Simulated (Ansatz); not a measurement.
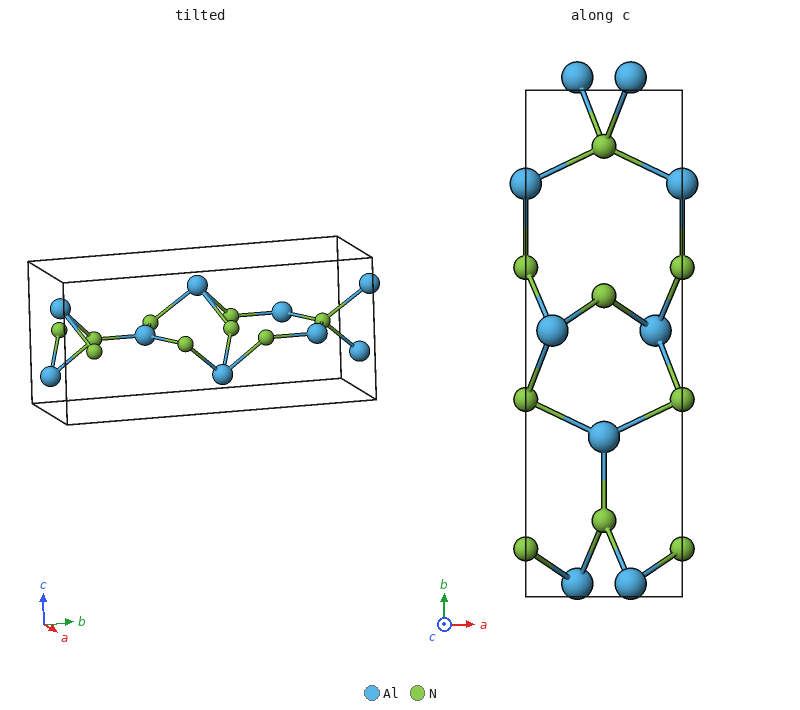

We look at a ball-and-stick model of the crystal slightly off an axis and along the c axis. The parallelepiped is the conventional unit cell. Cell: a = 3.42 Å, b = 11.03 Å, c = 4.81 Å, α = 90.00°, β = 94.82°, γ = 90.00°.

It goes back to a structure type filled with these elements by a generator (whether the compound takes this form wasn't checked). Earlier steps of the study may have refined or changed the cell and positions. Ansatz was used for an electronic-structure calculation on it.

Caption:

Answer. The structure is one of AlN. Space group: C2 (No. 5). Lattice: base-centred monoclinic. The cell comprises 6 formula units: 6 Al, 6 N. Al is linked to three N at about 1.8 to 2.0 Å. N takes three kinds of site: 2b with three Al at about 1.8 to 1.9 Å; 2b with two Al in a bent arrangement at about 1.9 Å; 2b with four Al at about 1.9 to 2.0 Å. Not all metal-metal contacts are counted. The bonds build AlN layers parallel to (001).

Results below were computed with Ansatz 0.2.0, DFT PBE, scalar-relativistic, plane waves, PAW; the settings were a kinetic-energy cutoff of 420 eV, k-points about 0.16 Å⁻¹ apart, Gaussian smearing of 0.1 eV, no spin polarisation.

Classify it as metallic or gapped, with the value.

Answer. A metal: bands cross the Fermi level.

What does a Bader analysis give?

Answer. Al +1.44 to +2.32 e; N -2.44 to -1.27 e.

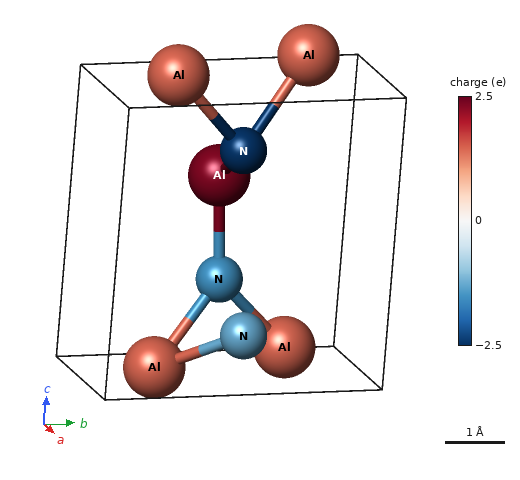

The atoms coloured by those charges. The run's cell of 6 atoms is drawn in a reduced setting, so axes and origin can differ from the first picture.

Is this the optimised geometry for these settings?

Answer. Yes. The largest force is 0.01 eV/Å. The pressure is 0.0 GPa, close to zero.
